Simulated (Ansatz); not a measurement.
# Run report: WSe2, geometry relaxation (part 2 of 2)

WSe2 (P6₃/mmc, 6 atoms in the cell); DFT r2SCAN, scalar-relativistic, plane waves, PAW (Ansatz 0.2.0); cutoff 500 eV, 12×12×2 k-mesh, Gaussian smearing of 0.02 eV. The structure derives from a Materials Project entry. The run did not end well. It belongs to a series of runs on one base structure; here: uniaxial strain along c, a, b and atoms relaxed: -1.0 %.

Geometry of the input (Å; fractional positions):
```
3.3234  0.0000  0.0000
-1.6617  2.8782  0.0000
0.0000  0.0000  13.5916
W  0.6667  0.3333  0.7500
W  0.3333  0.6667  0.2500
Se 0.3333  0.6667  0.8711
Se 0.6667  0.3333  0.3711
Se 0.3333  0.6667  0.6289
Se 0.6667  0.3333  0.1289
```

## What the program printed, continued
```
SCF iter   1: F=—  HF=-42710.781141 eV  |F-HF|=—  |Δ(HF+E_count)|=         —  Δρ=1.49e-4  dr2=1.16e-4  dr2_τ=8.61e-5  ethr=1.31e-7  ⟨swp⟩=2.0  Hψ=19252  notcnv=0
preconditioner: auto → Resta (q_TF=auto, 2.578 Å⁻¹)  ε∞=5.4  [insulator: Δε(μ)=1.308 eV  Ē_g=9.377 eV  σ=0.020 eV  W_gap=1.00  n_scr=40 (ndim 8)  ℏωp=19.6 eV  f_vac=0.117  D(μ)=0.00/eV (n_scr^D=0)  ε∞_Penn≈5.4]
SCF iter   2: F=—  HF=-42710.781217 eV  |F-HF|=—  |Δ(HF+E_count)|=   7.63e-5  Δρ=7.15e-5  dr2=9.44e-6  dr2_τ=4.34e-6  ethr=1.26e-7  ⟨swp⟩=2.0  Hψ=6048  notcnv=0
SCF iter   3: F=—  HF=-42710.781197 eV  |F-HF|=—  |Δ(HF+E_count)|=   1.96e-5  Δρ=3.05e-5  dr2=1.53e-6  dr2_τ=2.22e-8  ethr=1.03e-8  ⟨swp⟩=2.3  Hψ=6014  notcnv=0
SCF iter   4: F=—  HF=-42710.781197 eV  |F-HF|=—  |Δ(HF+E_count)|=   6.54e-8  Δρ=7.15e-6  dr2=1.61e-7  dr2_τ=6.02e-9  ethr=1.66e-9  ⟨swp⟩=2.0  Hψ=6282  notcnv=0
SCF iter   5: F=-42710.781197 eV  HF=-42710.781197 eV  |F-HF|=1.04e-8  |Δ(HF+E_count)|=   4.93e-9  Δρ=3.58e-6  dr2=2.24e-8  dr2_τ=6.76e-10  ethr=7.26e-11  ⟨swp⟩=9.7  Hψ=30010  notcnv=0
SCF 4 converged in 5 iterations: F = -42710.781197 eV  dr2 = 2.24e-8
  greatest PAW one-centre occupation: 1.000 electrons in one spin orbital (limit 2), on the Se atom at site 4 (counted from 0), in its partial waves of l = 2
relax step   4: F+E_penalty+E_count = -42710.78119746 eV  Δ(F+E_penalty+E_count) = -1.106e-4 eV  max|allowed force component| = 6.654e-4 eV/Å  Δτ_max = 0.0005 Å  P = +0.087 GPa  Ω = 129.400 Å³  energy of the carried Pulay correction = +1.174e-4 eV  fix = [c, alpha, beta, gamma]  reactions: c +0.215 GPa; gamma -0.000 GPa/rad  (5 SCF iters, dr2 threshold 6.67e-8 eV, accepted)
Crystal: 6 atoms, lattice volume = 129.424 Å³
iter 1 solved again at ethr=2.25e-9 eV; its pass at ethr=3.10e-3 eV (dr2=2.07e-6 eV) is discarded
SCF iter   1: F=—  HF=-42710.781193 eV  |F-HF|=—  |Δ(HF+E_count)|=         —  Δρ=1.73e-5  dr2=2.00e-6  dr2_τ=1.91e-6  ethr=2.25e-9  ⟨swp⟩=2.0  Hψ=18728  notcnv=0
preconditioner: auto → Resta (q_TF=auto, 2.577 Å⁻¹)  ε∞=5.4  [insulator: Δε(μ)=1.307 eV  Ē_g=9.376 eV  σ=0.020 eV  W_gap=1.00  n_scr=40 (ndim 8)  ℏωp=19.6 eV  f_vac=0.117  D(μ)=0.00/eV (n_scr^D=0)  ε∞_Penn≈5.4]
SCF iter   2: F=—  HF=-42710.781195 eV  |F-HF|=—  |Δ(HF+E_count)|=   1.89e-6  Δρ=1.12e-5  dr2=2.17e-7  dr2_τ=6.30e-8  ethr=2.17e-9  ⟨swp⟩=2.0  Hψ=6076  notcnv=0
SCF iter   3: F=—  HF=-42710.781194 eV  |F-HF|=—  |Δ(HF+E_count)|=   2.25e-8  Δρ=4.73e-6  dr2=3.85e-8  dr2_τ=1.24e-9  ethr=2.35e-10  ⟨swp⟩=2.6  Hψ=6388  notcnv=0
SCF iter   4: F=—  HF=-42710.781194 eV  |F-HF|=—  |Δ(HF+E_count)|=   2.36e-9  Δρ=1.01e-6  dr2=3.96e-9  dr2_τ=1.29e-10  ethr=4.18e-11  ⟨swp⟩=2.0  Hψ=6156  notcnv=0
SCF iter   5: F=-42710.781194 eV  HF=-42710.781194 eV  |F-HF|=3.35e-10  |Δ(HF+E_count)|=  2.47e-10  Δρ=4.92e-7  dr2=6.87e-10  dr2_τ=1.37e-11  ethr=1.44e-12  ⟨swp⟩=7.7  Hψ=24200  notcnv=0
SCF 5 converged in 5 iterations: F = -42710.781194 eV  dr2 = 6.87e-10
relax step   5: F+E_penalty+E_count = -42710.78119448 eV  Δ(F+E_penalty+E_count) = +2.983e-6 eV  max|allowed force component| = 8.094e-5 eV/Å  Δτ_max = 0.0001 Å  P = +0.070 GPa  Ω = 129.424 Å³  energy of the carried Pulay correction = +1.128e-4 eV  fix = [c, alpha, beta, gamma]  reactions: c +0.209 GPa; gamma +0.000 GPa/rad  (5 SCF iters, dr2 threshold 1.33e-9 eV, accepted)
Initial wavefunctions: pseudopotential atomic-orbital guess (no wavefunctions were taken with the density)
iter 1 solved again at ethr=2.95e-8 eV; its pass at ethr=3.10e-3 eV (dr2=2.72e-5 eV) is discarded
SCF iter   1: F=—  HF=-42710.781089 eV  |F-HF|=—  |Δ(HF+E_count)|=         —  Δρ=8.65e-6  dr2=1.19e-8  dr2_τ=1.35e-7  ethr=2.95e-8  ⟨swp⟩=4.2  Hψ=31588  notcnv=0
SCF iter   2: F=—  HF=-42710.781081 eV  |F-HF|=—  |Δ(HF+E_count)|=   8.16e-6  Δρ=4.51e-6  dr2=3.18e-9  dr2_τ=3.80e-9  ethr=1.30e-11  ⟨swp⟩=3.2  Hψ=11605  notcnv=0
SCF iter   3: F=—  HF=-42710.781081 eV  |F-HF|=—  |Δ(HF+E_count)|=   5.17e-9  Δρ=5.68e-7  dr2=6.46e-10  dr2_τ=1.28e-10  ethr=3.46e-12  ⟨swp⟩=2.0  Hψ=6880  notcnv=0
SCF iter   4: F=—  HF=-42710.781081 eV  |F-HF|=—  |Δ(HF+E_count)|=  7.28e-12  Δρ=1.42e-7  dr2=3.39e-11  dr2_τ=3.63e-12  ethr=1.00e-12  ⟨swp⟩=2.0  Hψ=5161  notcnv=0
SCF iter   5: F=—  HF=-42710.781081 eV  |F-HF|=—  |Δ(HF+E_count)|=  2.18e-11  Δρ=7.26e-8  dr2=1.67e-11  dr2_τ=7.21e-13  ethr=1.00e-12  ⟨swp⟩=6.1  Hψ=19644  notcnv=0
```

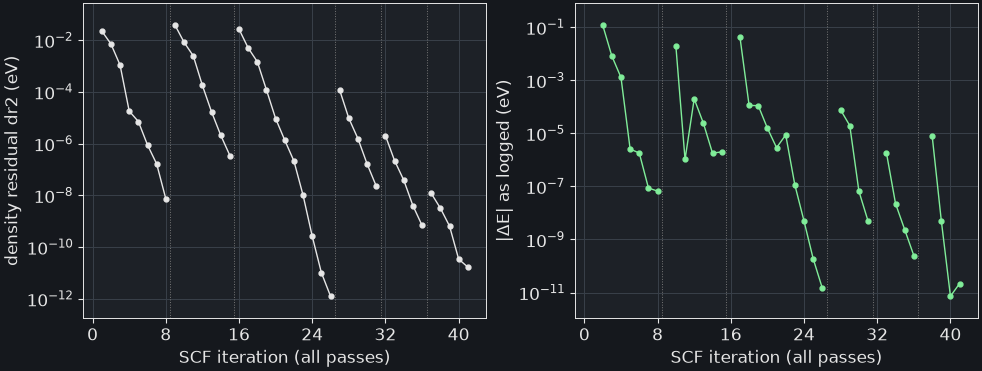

Fig. 1: Convergence of the self-consistent field: density residual dr2 and size of the energy change against the SCF iteration. Dotted lines part the SCF passes that the log prints in full.

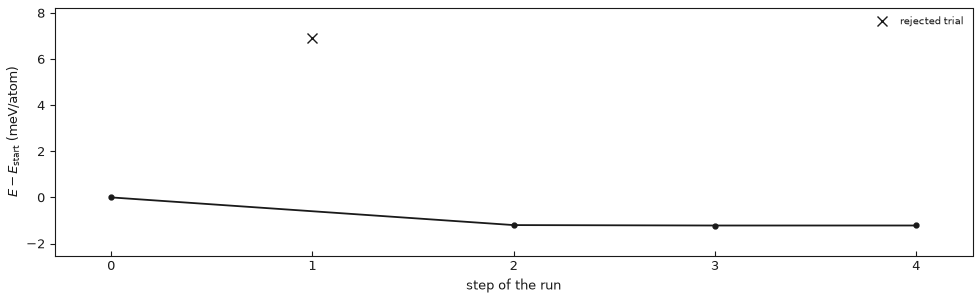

Fig. 2: Progress of the relaxation, step by step (the first geometry is step 0 here and step 1 in the log).

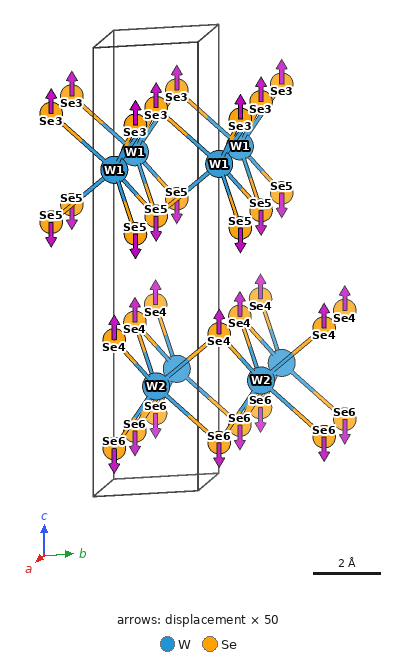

Fig. 3: The starting structure with the displacements (without the part carried along by the change of the cell) as pink arrows, magnified 50 times (ball-and-stick view of the cell of the calculation, repeated 2 × 2 × 1, with bonded neighbours outside it, seen slightly off an axis). The run was cut off at its time limit before the relaxation converged, so the last structure is only a point on the way. After 4 geometry steps the energy has fallen by 1.2 meV per atom. Largest force component: 0.24 eV/Å at the start, under 0.0001 eV/Å at the end. Pressure: 0.81 GPa at the start and 0.07 GPa at the end. The line search rejected the trial step at point 1 (counted from 0) and went back. The largest moves relative to the cell, 0.016 Å, are those of Se3, Se4, Se5 and Se6. W stays in place. The volume changes by −0.4 %, with a = b 3.323 → 3.316 Å (−0.2 %), c stays at 13.592 Å. Among the contacts that change: W1–Se3 2.528 → 2.534 Å. The space group stays P6_3/mmc (No. 194). (Atoms are counted from 1 in the order of the input.)

## Trajectory as extended XYZ (Å, eV, eV/Å), 5 frames, from step=1 to step=5
```
6
Lattice="3.3234 0.0000 0.0000 -1.6617 2.8782 0.0000 0.0000 0.0000 13.5916" Properties=species:S:1:pos:R:3:forces:R:3 step=1 energy=-42710.77388 pressure_GPa=0.81
W     1.6617    0.9594   10.1937    0.0000   0.0000   0.0000
W     0.0000    1.9188    3.3979    0.0000   0.0000   0.0000
Se    0.0000    1.9188   11.8390    0.0000   0.0000   0.2425
Se    1.6617    0.9594    5.0432    0.0000   0.0000   0.2425
Se    0.0000    1.9188    8.5484    0.0000   0.0000  -0.2425
Se    1.6617    0.9594    1.7526    0.0000   0.0000  -0.2425
6
Lattice="3.2788 0.0000 0.0000 -1.6394 2.8395 0.0000 0.0000 0.0000 13.5916" Properties=species:S:1:pos:R:3:forces:R:3 step=2 energy=-42710.73229 pressure_GPa=-0.32 accepted=F
W     1.6394    0.9465   10.1937    0.0000   0.0000   0.0000
W     0.0000    1.8930    3.3979    0.0000   0.0000   0.0000
Se    0.0000    1.8930   11.8941    0.0000   0.0000  -0.4768
Se    1.6394    0.9465    5.0983    0.0000   0.0000  -0.4768
Se    0.0000    1.8930    8.4933    0.0000   0.0000   0.4768
Se    1.6394    0.9465    1.6975    0.0000   0.0000   0.4768
6
Lattice="3.3174 0.0000 0.0000 -1.6587 2.8730 0.0000 0.0000 0.0000 13.5916" Properties=species:S:1:pos:R:3:forces:R:3 step=3 energy=-42710.78109 pressure_GPa=-0.10
W     1.6587    0.9577   10.1937    0.0000   0.0000   0.0000
W     0.0000    1.9153    3.3979    0.0000   0.0000   0.0000
Se    0.0000    1.9153   11.8552    0.0000   0.0000  -0.0206
Se    1.6587    0.9577    5.0594    0.0000   0.0000  -0.0206
Se    0.0000    1.9153    8.5323    0.0000   0.0000   0.0206
Se    1.6587    0.9577    1.7365    0.0000   0.0000   0.0206
6
Lattice="3.3156 0.0000 0.0000 -1.6578 2.8714 0.0000 0.0000 0.0000 13.5916" Properties=species:S:1:pos:R:3:forces:R:3 step=4 energy=-42710.78120 pressure_GPa=0.09
W     1.6578    0.9571   10.1937    0.0000   0.0000   0.0000
W     0.0000    1.9143    3.3979    0.0000   0.0000   0.0000
Se    0.0000    1.9143   11.8546    0.0000   0.0000   0.0007
Se    1.6578    0.9571    5.0588    0.0000   0.0000   0.0007
Se    0.0000    1.9143    8.5328    0.0000   0.0000  -0.0007
Se    1.6578    0.9571    1.7370    0.0000   0.0000  -0.0007
6
Lattice="3.3159 0.0000 0.0000 -1.6580 2.8717 0.0000 0.0000 0.0000 13.5916" Properties=species:S:1:pos:R:3:forces:R:3 step=5 energy=-42710.78119 pressure_GPa=0.07
W     1.6580    0.9572   10.1937    0.0000   0.0000   0.0000
W     0.0000    1.9145    3.3979    0.0000   0.0000   0.0000
Se    0.0000    1.9145   11.8546    0.0000   0.0000   0.0001
Se    1.6580    0.9572    5.0588    0.0000   0.0000   0.0001
Se    0.0000    1.9145    8.5329    0.0000   0.0000  -0.0001
Se    1.6580    0.9572    1.7371    0.0000   0.0000  -0.0001
```

## Outcome

- outcome: stopped at the time limit
- space group (tolerance 0.01 Å): P6₃/mmc (194)
- final cell: a = 3.316 Å, b = 3.316 Å, c = 13.592 Å, α = 90.00°, β = 90.00°, γ = 120.00°
- hardware: 1 thread of Intel Xeon @ 2.50GHz (Skylake/Cascade Lake), 189 GiB of memory available, shared host
- wall time: 13 min
- peak memory: 1 GiB

The run was cut off by its time limit, so the output is incomplete.
